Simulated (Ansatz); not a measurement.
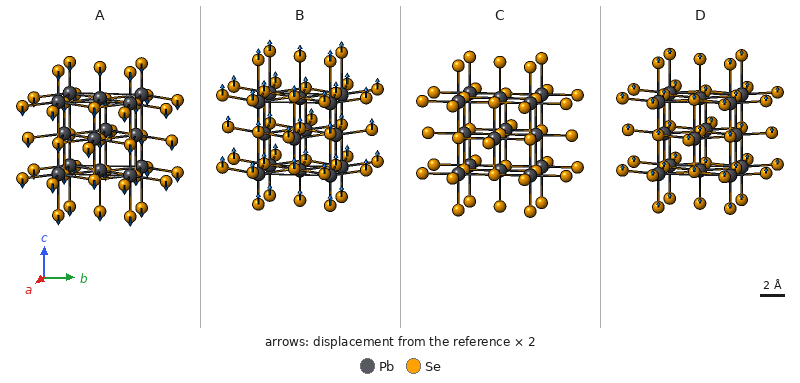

Solid PbSe (Fm-3m): the whole Se sublattice is shifted rigidly, towards the nearest copy of atom 1 (Pb) at 3.062 Å, all else fixed. The picture is a ball-and-stick view of the conventional cell (4 times the calculation's cell), seen along the a axis, with a slight tilt. Blue arrows: displacements from the reference. Lengths and directions refer to the drawn axes.

All numbers below come from Ansatz, DFT PBE, scalar-relativistic, plane waves, PAW. Set-up: plane-wave cutoff 420 eV; k-point mesh 10 × 10 × 10; occupations gaussian; smearing width 0.03 eV; no spin polarisation. Energies (free energies at the smearing named) are counted from the cell as listed in its source, which wasn't relaxed.

Question: Order these geometries by energy, lowest first.

Answer: Lowest first: C (the displacement 0.00 Å, 0.0 meV/cell), D (the displacement −0.25 Å, 33.3 meV/cell), A (the displacement 0.4375 Å, 179.1 meV/cell), B (the displacement −0.50 Å, 277.7 meV/cell). Over the whole scan: of the computed points the lowest is at the displacement 0.00 Å, 0.0 meV/cell. The well is symmetric. At the highest point the shortest interatomic distance is 2.56 Å, against 3.06 Å in the reference. The distortion takes the space group from Fm-3m to I4mm.
